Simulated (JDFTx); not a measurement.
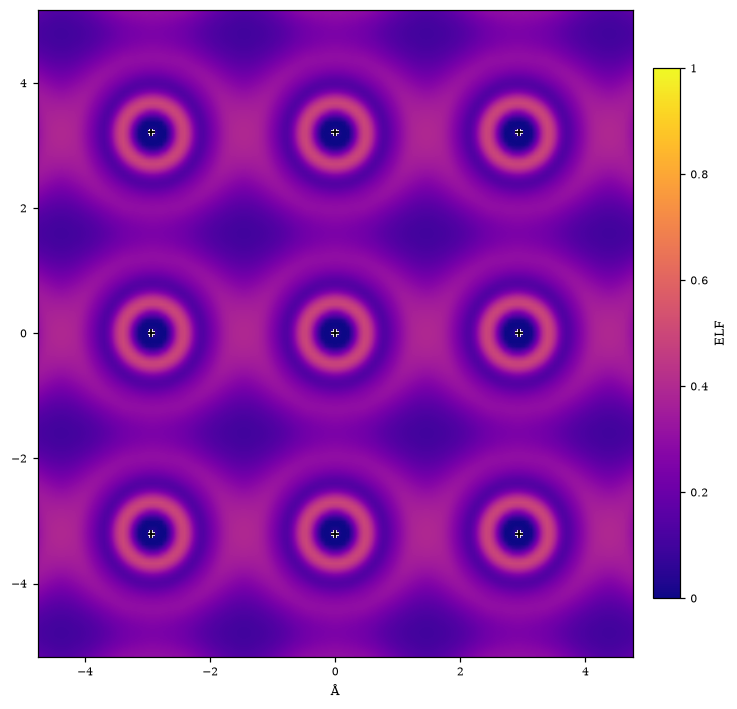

The electron localisation function on a plane through atoms (crosses mark nuclei in the plane).

The calculation used Kohn-Sham DFT of a periodic cell, PBEsol, PseudoDojo-SR-PBEsol-0.4.1-standard (JDFTx 1.7.0 (patched build)).

Candidates:
A. Ga, a = 2.94 Å, b = 8.24 Å, c = 3.21 Å, α = 90.00°, β = 90.00°, γ = 90.00°. Space group Cmcm; computed pressure about −4 GPa in this cell.
B. SnO2, a = 4.74 Å, b = 4.74 Å, c = 3.19 Å, α = 90.00°, β = 90.00°, γ = 90.00°. Space group P4₂/mnm; computed pressure about 6 GPa in this cell.

Which candidate gave the map?

Answer. Candidate A: Ga on the (010) plane of the conventional cell, which holds Ga.
